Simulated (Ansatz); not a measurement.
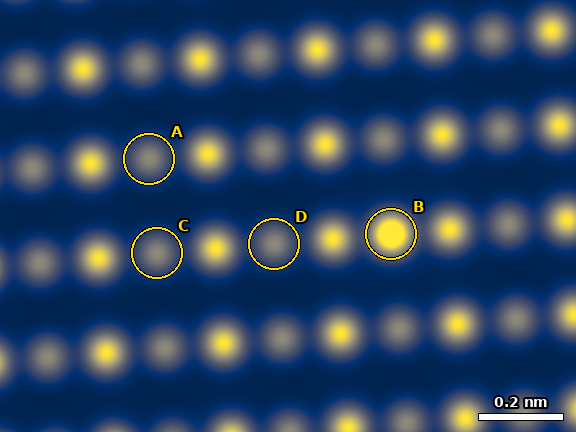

Dark-field STEM-like image of Ti (P6/mmm, No. 191) along [210]. Simulated incoherent Z contrast: every atom adds Z^1.7 spread by a probe of 0.72 Å full width; channelling and multiple scattering are left out. The probe carries 15 % of its weight in a tail 2.5 times as wide. The display is stretched by a gamma of 0.8; percentages refer to the linear signal.

The sample is 3 repeats (24.0 Å) thick. One point defect was put into the perfect crystal, without relaxing the atoms around it. Brightness is counted from the darkest point of the image. Host structure: a calculation's starting geometry; the starting structure was generated, so it need not be a known form of this composition.

Which ringed column holds the defect, and does it scatter more or less than its equals?

B; it scatters more. The column holds 3 atoms (Ti) through the sample, and one Ti atom is replaced by Hf, so its peak rises to about 320 % of that of its equals.
